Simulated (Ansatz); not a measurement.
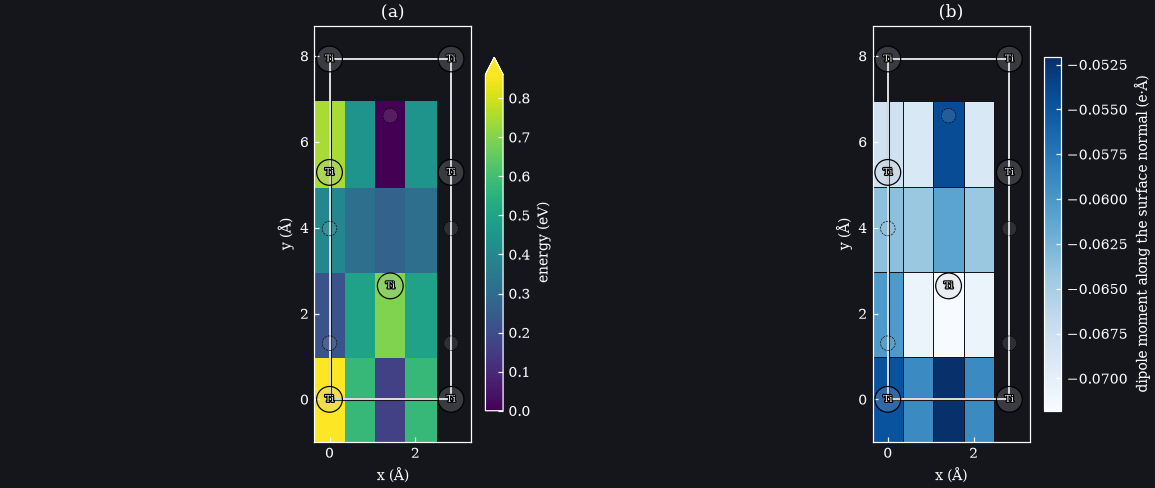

Si on a Ti(110) slab cut from the P6/mmm phase, its upper half relaxed before the scan (9 atoms of substrate and one adsorbate in a 1 × 1 cell). 
- Si is moved over the surface cell; relaxed at each place: the height of the adsorbate's atoms; substrate rigid; the origin of the map has the adsorbate above Ti8.
- Places are given modulo a cell vector. The map is drawn in real space over the plane of the surface.
- The scan uses a 4 × 4 grid; 12 points were computed and 4 follow by symmetry.
- All energies are given in eV relative to the lowest grid point.
- With one adsorbate in each 1 × 1 cell, its nearest image is 2.8 Å away, so neighbouring adsorbates interact.
- Computed with DFT PBE, scalar-relativistic, plane waves, PAW in Ansatz 0.2.0. Settings: cutoff 420 eV, k-mesh 9×4×1, gaussian smearing 0.1 eV, no spin polarisation.

Panel (a) is the energy and panel (b) the computed dipole moment along the surface normal on the same grid.

Drawn: one coloured cell a grid point, labelled circles for the atoms of the top layer and small ones for the second layer, the outline of one cell of the plane, one colour for all values above the top of the scale.

How does the dipole moment along the surface normal vary over the map, and what is it at the lowest grid point?

It runs from −0.07 e·Å at (2/4, 1/4) of the cell vectors [nearest 1 Ti at 2.44 Å] to −0.05 e·Å at a bridge site between two Ti atoms, (2/4, 0/4) of the cell vectors. At the lowest grid point, (2/4, 3/4) of the cell vectors [nearest 2 Ti at 2.54 Å], it is −0.05 e·Å.

PAW datasets: the set soft_1.
